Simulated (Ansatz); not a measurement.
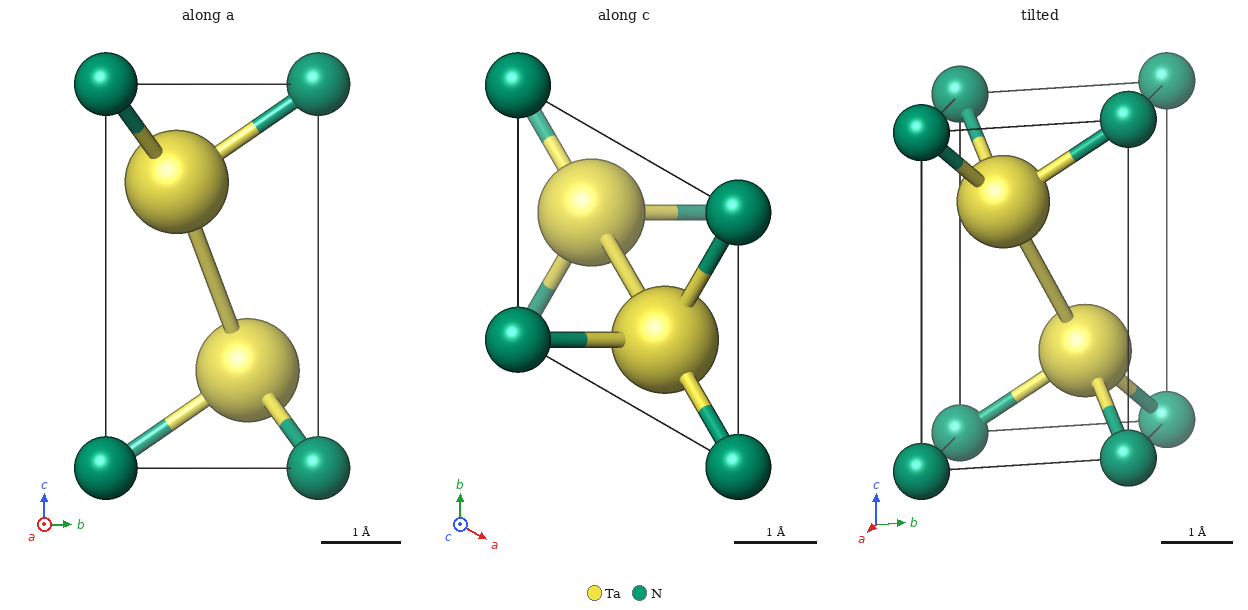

View along the a axis, along the c axis and slightly off an axis, drawn as a ball-and-stick model. The conventional unit cell is outlined; an atom on or near a face, edge or corner is repeated at each equivalent position.

Description:

- The material is Ta$_{2}$N.
- Its lattice is primitive hexagonal, its space group P-3m1 (No. 164).
- The cell has 3 atoms, namely 2 Ta, 1 N.
- By contacts within bonding range, the coordination numbers are Ta 15 and N 6.

Provenance: a structure listed in the Materials Project. Earlier steps of the study may have refined or changed the cell and positions. Ansatz was used for an electronic-structure calculation on it.

At this level of theory the cell isn't at rest (stretched, at -9 GPa), so its distances can differ from those at equilibrium, the more so the softer the solid.
